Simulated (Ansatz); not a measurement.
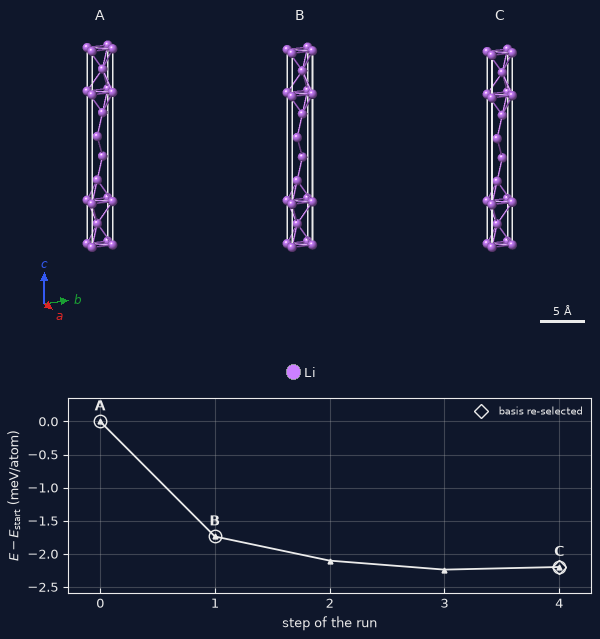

Frames of a relaxation of a crystal of Li (set up in R-3m), marked on the history of the run. A ball-and-stick model of the conventional cell (3 times the calculation's cell), seen slightly off an axis. Lengths and directions refer to the drawn axes.

Phase: 9R.

Computed with DFT, BLYP, plane waves (420 eV) with PAW, scalar-relativistic (Ansatz).

Input
```yaml
crystal:
  lattice:
    - [1.5504989657, 0.8951809952, 7.5883]
    - [-1.5504989657, 0.8951809952, 7.5883]
    - [0.0, -1.7903619905, 7.5883]
  atoms:
    - { symbol: Li, position: [1.0, 0.0, 0.0] }
    - { symbol: Li, position: [0.222, 0.222, 0.222] }
    - { symbol: Li, position: [0.778, 0.778, 0.778] }
hamiltonian:
  xc: blyp
  pseudopotentials:
    kind: paw
    azcp:
      Li: "pseudopotentials/Li.paw.azcp"
basis:
  ecutwfc: 420
  fft_grid_basis: typed
kpoints:
  mp_grid: { grid: [12, 12, 12], shift: [0, 0, 0] }
magnetization:
  spin_polarized: false
scf:
  occupations: { method: fermi_dirac, width: 0.1 }
relax:
  max_steps: 60
  f_tol: 0.01
  cell: {}
```

**What happens along the run?**

After 3 accepted moves (4 points after the start) the energy has fallen by 2.2 meV per atom. The largest force component goes from 0.0076 to 0.0018 eV/Å. The pressure goes from −0.64 to 0.00 GPa. The SCF was repeated once at an unchanged geometry on a basis and grid sized afresh for the cell, which shifted the energy by less than 0.05 meV per atom at most. The largest moves relative to the cell, 0.004 Å, are those of Li2 and Li3. Li2 goes along +c. The drawn cell changes as follows: a = b 3.101 → 3.054 Å (−1.5 %), c 22.765 → 22.300 Å (−2.0 %); the volume changes by −5.0 %. Among the contacts that change: Li1–Li2 3.103 → 3.042 Å, Li2–Li3 3.091 → 3.040 Å, Li1–Li1 3.101 → 3.054 Å. The space group stays R-3m (No. 166). From step 0 to 1: volume −2.7 %, energy −1.7 meV per atom. From step 1 to 4: volume −2.3 %, energy −0.5 meV per atom.
